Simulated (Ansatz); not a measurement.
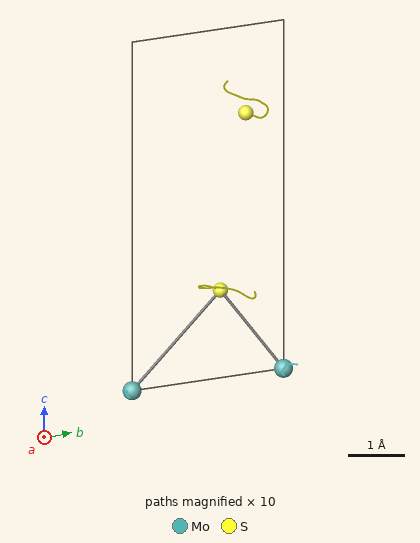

First-principles dynamics of a 3-atom cell of MoS2 (built on the measured structure type), 90 fs long. Lines trace each atom's path, in the colour of its element; spheres stand at the starting positions. The excursions are magnified 10 times. Seen along the a axis in the reduced simulation cell.

Theory: DFT, r2SCAN, plane waves, PAW (Ansatz). Settings: plane-wave cutoff 500 eV; k-point mesh 6 × 6 × 6; Fermi-Dirac smearing 0.02 eV; Langevin thermostat and barostat (NPT); set temperature 100 K; time step 3 fs.

Input file:
```yaml
crystal:
  lattice:
    - [1.5875903435, 0.9165957122, 6.193928007]
    - [-1.5875903435, 0.9165957122, 6.193928007]
    - [0.0, -1.8331914244, 6.193928007]
  atoms:
    - { symbol: Mo, position: [9.65174e-05, 9.65174e-05, 9.65174e-05] }
    - { symbol: S, position: [0.2497906771, 0.2497906771, 0.2497906771] }
    - { symbol: S, position: [0.4171128055, 0.4171128055, 0.4171128055] }
kpoints:
  mp_grid: { grid: [6, 6, 6] }
hamiltonian:
  xc: r2scan
scf:
  occupations: { method: fermi_dirac, width: 0.02 }
md:
  ensemble: npt_langevin
  temperature: 100
  timestep: 3.0
  n_steps: 30
  initial_velocities: maxwell_boltzmann
  seed: 4474
```

Command:
```bash
ansatz run input.yaml --threads 4 --pin off --max-ram 3686MiB --backend cpu --events-out ev --progress --plain --runs-dir out
```

**How do the atoms move?**

In the second half of the run the atoms are, in the root-mean-square, this far from where they began (common drift taken out): S 0.04 Å, Mo 0.01 Å. The run lasts only 90 fs, too short to tell vibration from diffusion.
